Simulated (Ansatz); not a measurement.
Run report: Al2Cu, geometry relaxation (part 2 of 2)

Al2Cu (I4/mcm, 6 atoms in the cell); DFT PBEsol, scalar-relativistic, plane waves, PAW, no spin polarisation (Ansatz 0.2.0); cutoff 420 eV, 10×10×10 k-mesh, Gaussian smearing of 0.1 eV. The structure derives from an entry of the Crystallography Open Database.

Geometry of the input (Å; fractional positions):
```
-3.0335  3.0335  2.4385
3.0335  -3.0335  2.4385
3.0335  3.0335  -2.4385
Al 0.1581  0.6581  0.8162
Al 0.6581  0.8419  0.5000
Al 0.8419  0.3419  0.1838
Al 0.3419  0.1581  0.5000
Cu 0.7500  0.7500  0.0000
Cu 0.2500  0.2500  0.0000
```

```
basis re-selected at this cell: Δ(F+E_penalty+E_count) = +9.894e-4 eV, ΔP = -0.009 GPa vs the last step (what re-selecting the basis moved, of the pressure what is left beyond the Pulay correction that the steps carried, after the strain that the cell walked since its last selection, with what the two solves' SCF thresholds leave and, on support functions, any second-order correction that the steps lacked; it is no measure of the basis error at this ecutwfc). This SCF's stress stands 2.53e-2 GPa from its target on what of the cell is left free (relax.cell.stress_tol is 5.00e-2 GPa) and its largest allowed force component is 3.40e-4 eV/Å (relax.f_tol is 5.00e-3 eV/Å): within both
SCF converged after 6 iterations
Free energy (F): -15276.797486 eV
Harris-Foulkes:  -15276.797486 eV  (|F-HF|=0.00e0)
Internal energy: -15276.788211 eV  (E = F + TS)
E sigma→0 (E₀):  -15276.792849 eV
Entropy (-TS):   -0.009276 eV (-1.546 meV/atom)
Fermi energy:    10.675748 eV
--- Per-component energies (eV) ---
  E_band       = -917.257294
  E_kinetic    = 694.476919
  E_local      = -12362.409938  (includes V_loc(G=0)·N_el)
  E_nonlocal   = 813.048748
  E_hartree    = 5592.812653
  E_xc         = -339.082942
  E_vxc        = -351.992592  (∫ρ·V_xc dr)
  E_paw        = -5061.969723  (= ΣΔE_a)
  E_vpaw       = -896.006311  (= ΣTr[D̂ρ^β])
  E_aug_tail   = 0.000526  (compensation charges beyond the density's cutoff)
  E_ewald      = -4614.153414
  E_core_change = 0.488960  (= ΣΔE_core)
  E_smearing   = -0.009276  (= −TS)
  E_closure    = -0.000000  (closes the sum)
  Σ components = -15276.797486   (vs F -15276.797486, Δ=0.00e0)
--- Forces (eV/Å), atoms counted from 1 ---
  atom   1  Al     0.00033995     0.00033995     0.00000000
  atom   2  Al    -0.00033995     0.00033995     0.00000000
  atom   3  Al    -0.00033995    -0.00033995     0.00000000
  atom   4  Al     0.00033995    -0.00033995     0.00000000
  atom   5  Cu     0.00000000     0.00000000     0.00000000
  atom   6  Cu     0.00000000     0.00000000     0.00000000
  max |Σ_I F_I| component: 3.47e-18 eV/Å
--- Stress (GPa, compression-positive) ---
       -0.021395       0.000000      -0.000000
        0.000000      -0.021395      -0.000000
       -0.000000       0.000000       0.025253
  P = ⅓ Tr σ = -0.0058 GPa (-0.058 kbar)
--- Band table (eV; the first three rows and the last of 102) ---
  k-point 0: bands = ["-102.8062", "-102.7960", "-60.3350", "-60.3350", "-60.3251", "-60.3251", "-60.3218", "-60.2139", "-0.2990", "5.2257", "5.4228", "5.4228", "5.4363", "6.3848", "6.5210", "6.8350", "7.1478", "7.4255", "7.4255", "7.6648", "7.6648", "8.6956", "9.2065", "9.4126", "9.4126", "9.8504", "10.4613", "10.7640", "12.2203", "12.2203", "12.3291"]
  k-point 1: bands = ["-102.8062", "-102.7960", "-60.3350", "-60.3350", "-60.3251", "-60.3250", "-60.3218", "-60.2139", "-0.2154", "5.1000", "5.4032", "5.4116", "5.4495", "6.3366", "6.5356", "6.7991", "7.0247", "7.0643", "7.4248", "7.4256", "7.7827", "9.0182", "9.1075", "9.1350", "9.5180", "10.0114", "10.7178", "11.2040", "12.4623", "12.4972", "12.5166"]
  k-point 2: bands = ["-102.8062", "-102.7960", "-60.3350", "-60.3350", "-60.3251", "-60.3251", "-60.3218", "-60.2139", "0.0346", "4.5026", "5.3530", "5.4384", "5.5250", "6.2341", "6.4898", "6.5781", "6.6367", "6.9649", "7.4228", "7.4256", "8.0858", "8.6140", "8.6182", "9.3191", "9.7253", "9.9653", "11.8842", "12.0977", "13.0073", "13.0676", "13.1636"]
  k-point 101: bands = ["-102.8062", "-102.7960", "-60.3351", "-60.3351", "-60.3250", "-60.3250", "-60.3218", "-60.2139", "3.5160", "3.6194", "3.7592", "3.7592", "5.2149", "5.7430", "5.7430", "6.0171", "6.1686", "6.4673", "6.4698", "6.8149", "7.3073", "7.4180", "7.4180", "8.8754", "13.2798", "13.6145", "13.6145", "14.0624", "14.8566", "15.5107", "15.5107"]
--- Relaxed structure (4 steps of the walk, 4 accepted, 1 SCFs on fresh bases) ---
  F+E_penalty+E_count = -15276.79748637 eV   max|allowed force component| = 3.400e-4 eV/Å   (the final SCF, on the basis selected at the relaxed cell)
  cell:  # Å, volume = 86.7016 Å³
    - [-2.9965506918736793, 2.9965506918736793, 2.413924308849257]
    - [2.9965506918736793, -2.9965506918736793, 2.413924308849257]
    - [2.9965506918736793, 2.9965506918736793, -2.413924308849257]
  atoms:
    - { symbol: Al, position: [0.15931995776658914, 0.659319957766589, 0.8186399155331782] }
    - { symbol: Al, position: [0.6593199577665889, 0.8406800422334106, 0.5] }
    - { symbol: Al, position: [0.8406800422334109, 0.3406800422334108, 0.18136008446682172] }
    - { symbol: Al, position: [0.34068004223341086, 0.15931995776658914, 0.5] }
    - { symbol: Cu, position: [0.7499999999999999, 0.7499999999999999, 5.733446464575011e-20] }
    - { symbol: Cu, position: [0.24999999999999997, 0.24999999999999997, 5.733446464575013e-20] }
```

## Trajectory as extended XYZ (Å, eV, eV/Å), 5 frames, from step=1 to step=5
```
6
Lattice="-3.0335 3.0335 2.4385 3.0335 -3.0335 2.4385 3.0335 3.0335 -2.4385" Properties=species:S:1:pos:R:3:forces:R:3 step=1 energy=-15276.76025 pressure_GPa=-3.56
Al    3.9927    0.9592    0.0000    0.0695   0.0695   0.0000
Al    2.0743    0.9592    2.4385   -0.0695   0.0695   0.0000
Al   -0.9592    2.0743    2.4385   -0.0695  -0.0695   0.0000
Al    0.9592    2.0743    0.0000    0.0695  -0.0695   0.0000
Cu    0.0000    0.0000    3.6578    0.0000   0.0000   0.0000
Cu    0.0000    0.0000    1.2192    0.0000   0.0000   0.0000
6
Lattice="-3.0037 3.0037 2.4187 3.0037 -3.0037 2.4187 3.0037 3.0037 -2.4187" Properties=species:S:1:pos:R:3:forces:R:3 step=2 energy=-15276.79591 pressure_GPa=-0.76
Al    3.9556    0.9519    0.0000    0.0454   0.0454   0.0000
Al    2.0518    0.9519    2.4187   -0.0454   0.0454   0.0000
Al   -0.9519    2.0518    2.4187   -0.0454  -0.0454   0.0000
Al    0.9519    2.0518    0.0000    0.0454  -0.0454   0.0000
Cu    0.0000    0.0000    3.6281    0.0000   0.0000   0.0000
Cu    0.0000    0.0000    1.2094    0.0000   0.0000   0.0000
6
Lattice="-2.9964 2.9964 2.4128 2.9964 -2.9964 2.4128 2.9964 2.9964 -2.4128" Properties=species:S:1:pos:R:3:forces:R:3 step=3 energy=-15276.79847 pressure_GPa=0.06
Al    3.9510    0.9546    0.0000    0.0010   0.0010   0.0000
Al    2.0419    0.9546    2.4128   -0.0010   0.0010   0.0000
Al   -0.9546    2.0419    2.4128   -0.0010  -0.0010   0.0000
Al    0.9546    2.0419    0.0000    0.0010  -0.0010   0.0000
Cu    0.0000    0.0000    3.6192    0.0000   0.0000   0.0000
Cu    0.0000    0.0000    1.2064    0.0000   0.0000   0.0000
6
Lattice="-2.9966 2.9966 2.4139 2.9966 -2.9966 2.4139 2.9966 2.9966 -2.4139" Properties=species:S:1:pos:R:3:forces:R:3 step=4 energy=-15276.79848 pressure_GPa=0.00
Al    3.9514    0.9548    0.0000    0.0004   0.0004   0.0000
Al    2.0417    0.9548    2.4139   -0.0004   0.0004   0.0000
Al   -0.9548    2.0417    2.4139   -0.0004  -0.0004   0.0000
Al    0.9548    2.0417    0.0000    0.0004  -0.0004   0.0000
Cu    0.0000    0.0000    3.6209    0.0000   0.0000   0.0000
Cu    0.0000    0.0000    1.2070    0.0000   0.0000   0.0000
6
Lattice="-2.9966 2.9966 2.4139 2.9966 -2.9966 2.4139 2.9966 2.9966 -2.4139" Properties=species:S:1:pos:R:3:forces:R:3 step=5 energy=-15276.79749 pressure_GPa=-0.01
Al    3.9514    0.9548    0.0000    0.0003   0.0003   0.0000
Al    2.0417    0.9548    2.4139   -0.0003   0.0003   0.0000
Al   -0.9548    2.0417    2.4139   -0.0003  -0.0003   0.0000
Al    0.9548    2.0417    0.0000    0.0003  -0.0003   0.0000
Cu    0.0000    0.0000    3.6209    0.0000   0.0000   0.0000
Cu    0.0000    0.0000    1.2070    0.0000   0.0000   0.0000
```

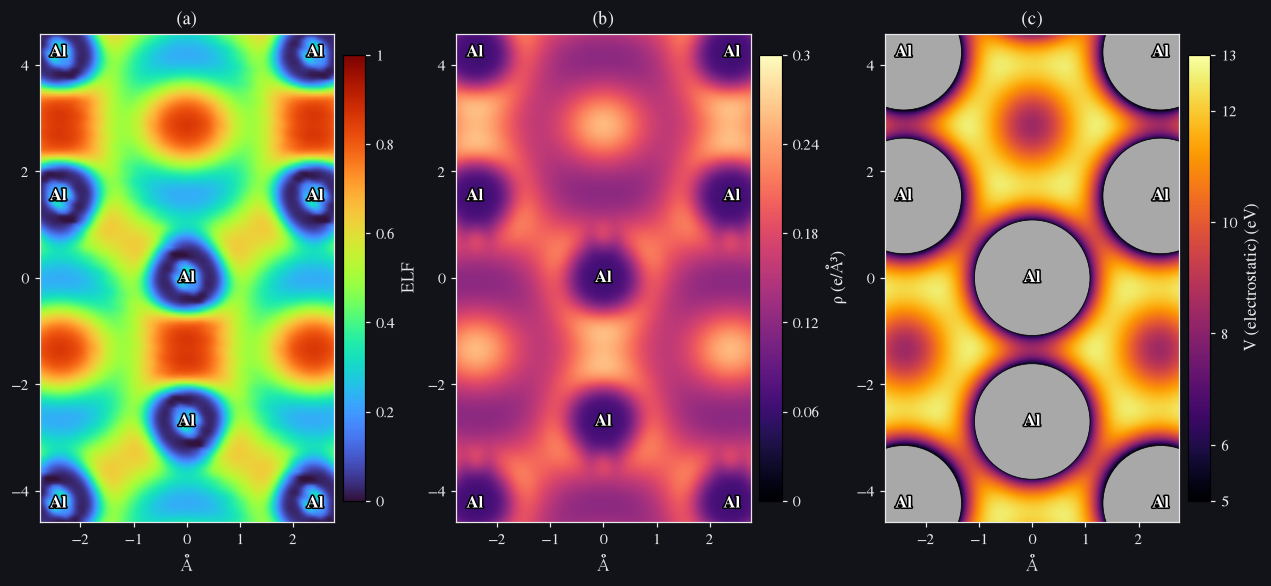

Figure 1. (a) electron localisation function; (b) valence electron density; (c) electrostatic potential (local pseudopotential plus Hartree) felt by an electron on the (11̄0) plane of the conventional cell. Grey discs, where drawn, cover atomic cores. The section cuts through Al sites. Al–Al (2.70 Å): ρ at the midpoint is about 0.26 e/Å³; the ELF peaks at about 0.85 between the atoms (a shared electron pair). Al–Al (2.86 Å): the density is about 0.2 e/Å³ at the midpoint; the ELF peaks at about 0.65 between the atoms. Away from the nuclei the density in this plane falls to 0.12 e/Å³ at its lowest. Outside the cores the potential energy rises away from the atoms and is highest about 1.8 Å from the nearest atoms; outside the discs it spans about 7 eV, and its zero is arbitrary. In a PAW calculation such maps are meaningful between the atoms, not at the nuclei.

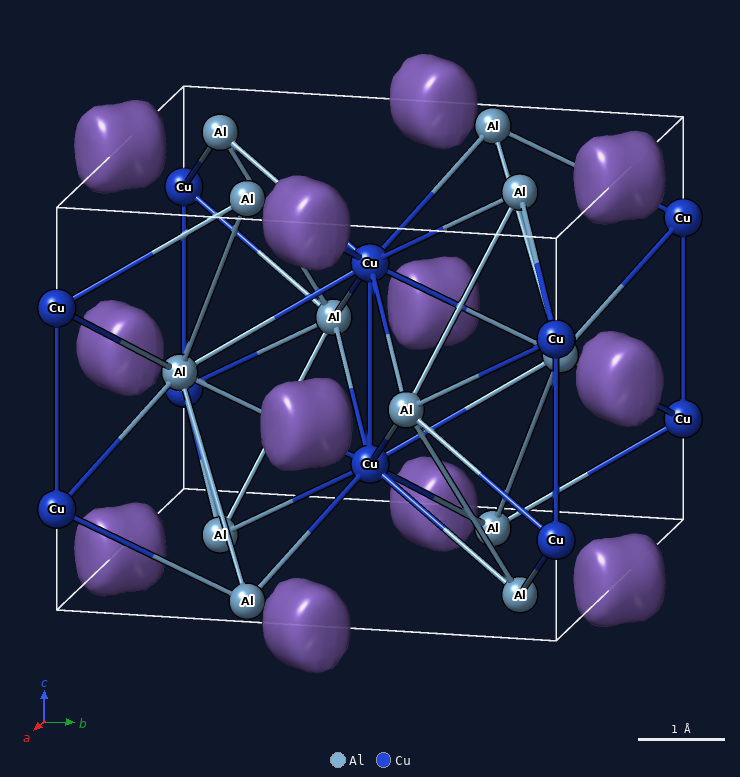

Figure 2. Isosurface of the electron localisation function at 0.75 (purple), seen slightly off an axis. Only the valence region is drawn (cores and ρ < 0.01 e/Å³ removed). Sticks mark near contacts. The outline is the cell set on symmetry axes. Profiles from the grid: Cu–Cu (2.41 Å): the ELF is about 0.25 at the midpoint (no shared electron pair). Al–Cu (2.56 Å): the ELF is about 0.45 at the midpoint, which marks nearly free electrons, as in a simple metal.

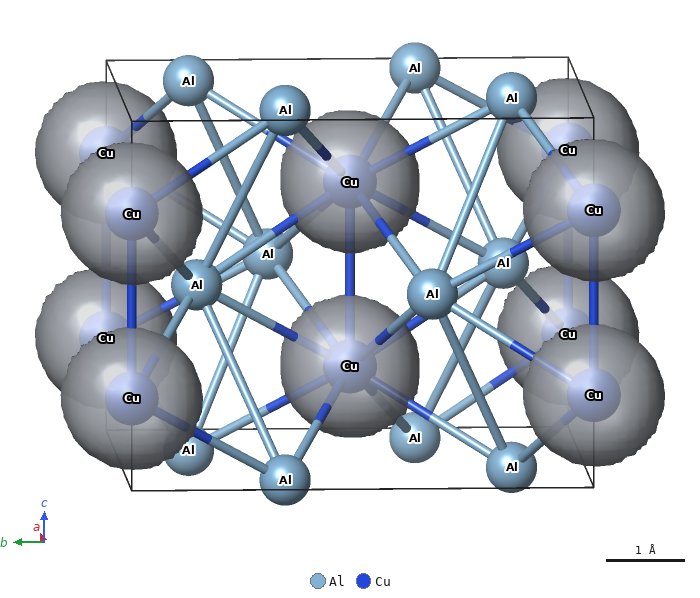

Figure 3. Isosurface of the valence pseudo-density at 0.6 e/Å³ (grey), seen at an oblique angle. Sticks mark near contacts. The outline is the cell set on symmetry axes. At this value the density breaks into separate islands; it holds about 65 % of the electrons treated as valence (semicore included). It is pinched off along the Cu–Cu (2.41 Å), Al–Cu (2.56 Å), Al–Al (2.70 Å) and Al–Al (2.86 Å) contacts. On the grid the lowest density along these lines, outside the cores, is 0.37 e/Å³ (Cu–Cu, 2.41 Å), 0.25 e/Å³ (Al–Cu, 2.56 Å), 0.25 e/Å³ (Al–Al, 2.70 Å) and 0.2 e/Å³ (Al–Al, 2.86 Å).

## Summary

- outcome: converged
- space group (tolerance 0.01 Å): I4/mcm (140)
- electrons treated: 50
- free energy: −15276.7975 eV
- Fermi energy: 10.676 eV
- gap on the k-point mesh: none (metallic)
- pressure: −0.01 GPa
- final volume: 86.70 Å³
- largest force (length of the vector) at the end: under 0.001 eV/Å
- final cell: a = 4.877 Å, b = 4.877 Å, c = 4.877 Å, α = 104.18°, β = 104.18°, γ = 120.67°
- wall time: 25 s (CPU time 97 s)
- peak memory: 0.57 GiB
